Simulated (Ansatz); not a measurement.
# Fermi surface of NbH (I4/mmm)

The calculation's input:

```yaml
crystal:
  lattice:
    - [-1.606964, 1.606964, 1.984301]
    - [1.606964, -1.606964, 1.984301]
    - [1.606964, 1.606964, -1.984301]
  atoms:
    - { symbol: Nb, position: [0.0, 0.0, 0.0] }
    - { symbol: H, position: [0.5, 0.5, 0.0] }
basis:
  ecutwfc: 420
kpoints:
  mp_grid: { grid: [18, 18, 18] }
hamiltonian:
  xc: pbesol
scf:
  occupations: { method: gaussian, width: 0.05 }
output:
  forces: true
  eigenvalues: true
  eigenstates:
    nscf_kmesh: { grid: [24, 24, 24] }
    top_band: c6
    de_dk: true
    localisation: true
  stress: true
checkpoint:
  write: ck
  compress: false
  write_wavefunctions: false
  write_every: 100000
```

Launched as:

```sh
ansatz run input.yaml --threads 1 --pin off --max-ram 3072MiB --backend cpu --events-out ev --progress --plain --runs-dir out
```

Method: DFT PBEsol, scalar-relativistic, plane waves, PAW; levels and slopes on a dense k mesh at the converged density in Ansatz. No spin polarisation. k mesh for the levels: 24×24×24. Unrelaxed database geometry (residual pressure −7 GPa). The cell comes from a database of computed structures, not from a measurement.

Part 1: The sheets

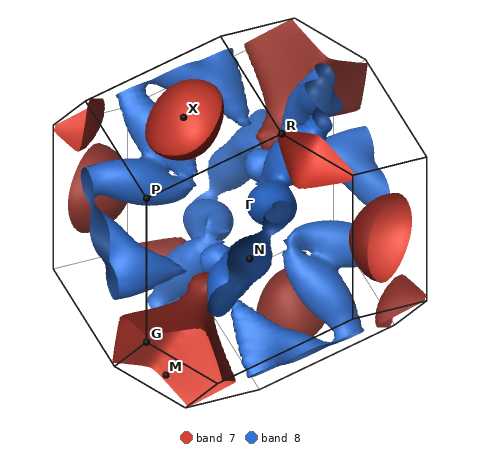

Fermi surface of this crystal. Each colour is one band. The brighter face of a sheet looks towards empty states.

Q: What does each sheet look like, and where are the electron and hole pockets?

A: Two bands cross the Fermi level; this is a three-dimensional metal.

Band 7: one hole pocket centred at M (5.6 % of the zone) and two hole pockets centred at X (each 1.3 % of the zone).
Band 8: two electron pockets on the Γ–M line (each 0.11 % of the zone) and two open electron tubes parallel to Γ–M.
A pocket cut by a face of the zone is counted once with the part on the opposite face.

Part 2: Cuts and bands

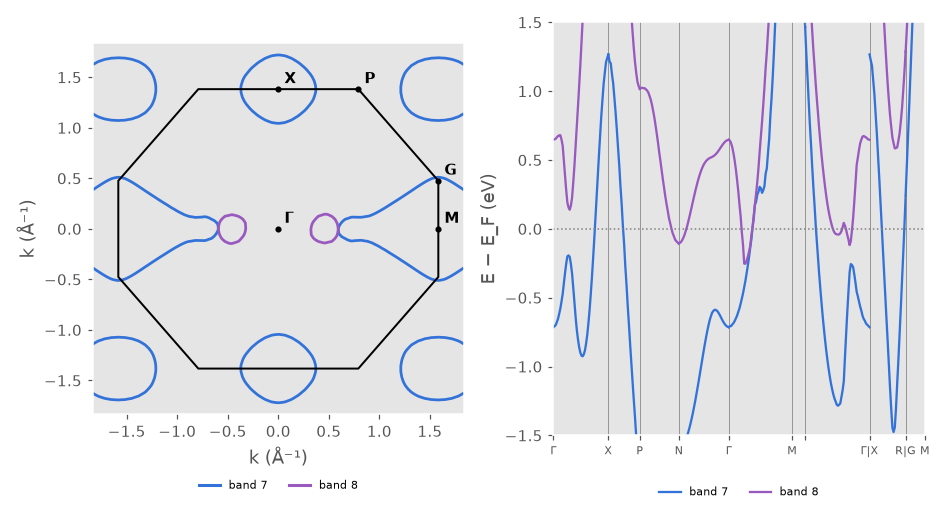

This crystal: cut through the Fermi surface in the plane through Γ, M and X, and the bands that cross the Fermi level.

Q: Give each band's level at the labelled points, in eV from the Fermi level.

A:
```tsv
band	Γ	M	X	P	N
band 7	−0.71	above	+1.27	below	below
band 8	+0.65	above	above	+1.02	−0.11
```

Negative values are filled states; "above" and "below" lie outside the plotted window.

Part 3: Weight on the atoms

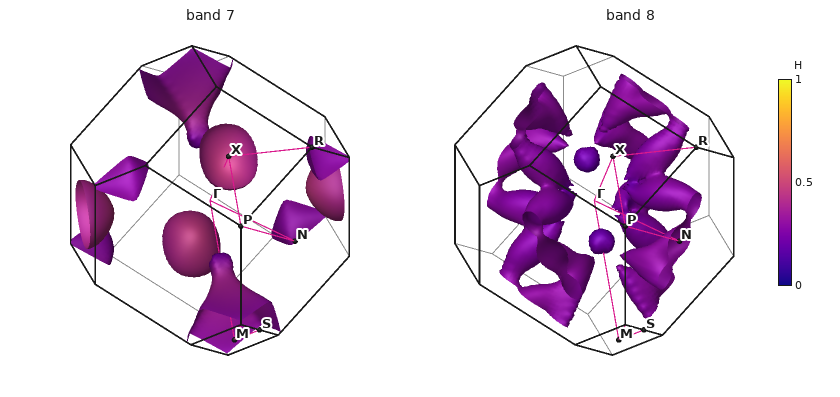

Fermi surface of this crystal, coloured by the weight of the states on H (Voronoi cells).

Q: How much H character do the sheets have, and what else?

A: Band 7: Nb (64 %) and H (36 %). Band 8: Nb (71 %) and H (29 %).

Spin-orbit coupling is left out; with Nb it can split, shift or remove sheets. The mesh is coarse (steps of 0.12 Å⁻¹). Necks and pockets thinner than about two mesh steps aren't resolved, so separate pockets may in truth be joined.

Time for the whole run: 22 s on 1 thread of Arm Neoverse V1, with other jobs on the host, peak memory 0.4 GiB.
